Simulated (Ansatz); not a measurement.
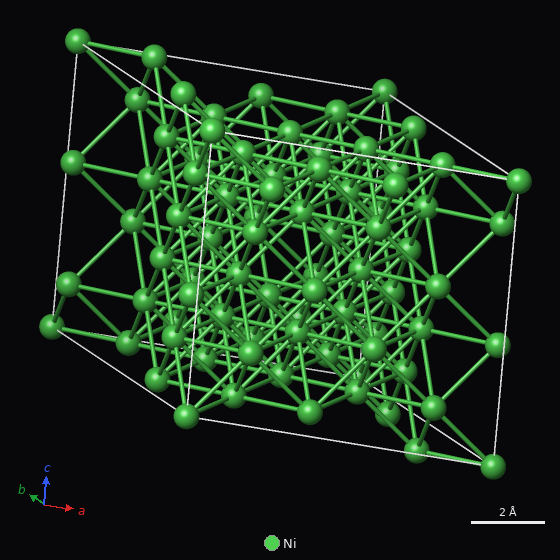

This ball-and-stick model is shown slightly off an axis. The edges of the supercell are marked. The host is Ni, in a cell of 62 sites, and the cell is neutral.

> What imperfection does the supercell contain?

A nickel vacancy. Around the empty site lie twelve Ni at about 2.5 Å.

Method: Ansatz, DFT PBE, scalar-relativistic, plane waves, PAW; plane waves to 420 eV, 3×3×3 k-mesh, Gaussian smearing of 0.1 eV, collinear spins.

> Does the defect leave unpaired spin?

Yes, 39.6 μB in the cell.

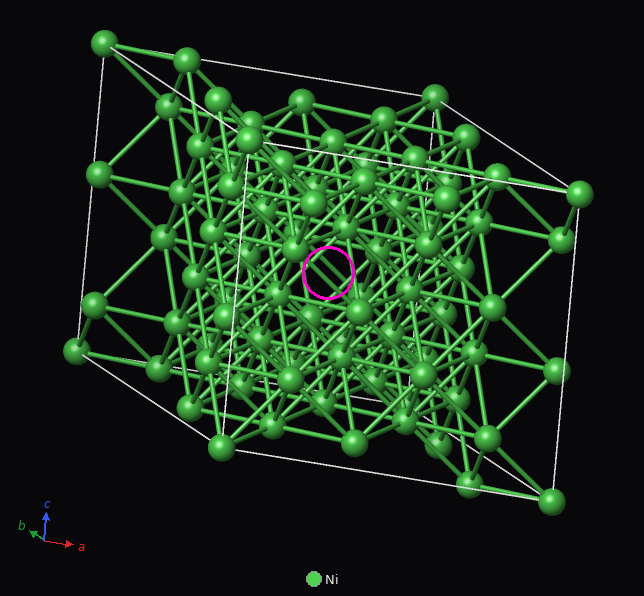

The same cell with a ring at the defect's site.

The atoms were relaxed in the host's cell with DFT PBE, scalar-relativistic, plane waves, PAW in Ansatz 0.2.0.
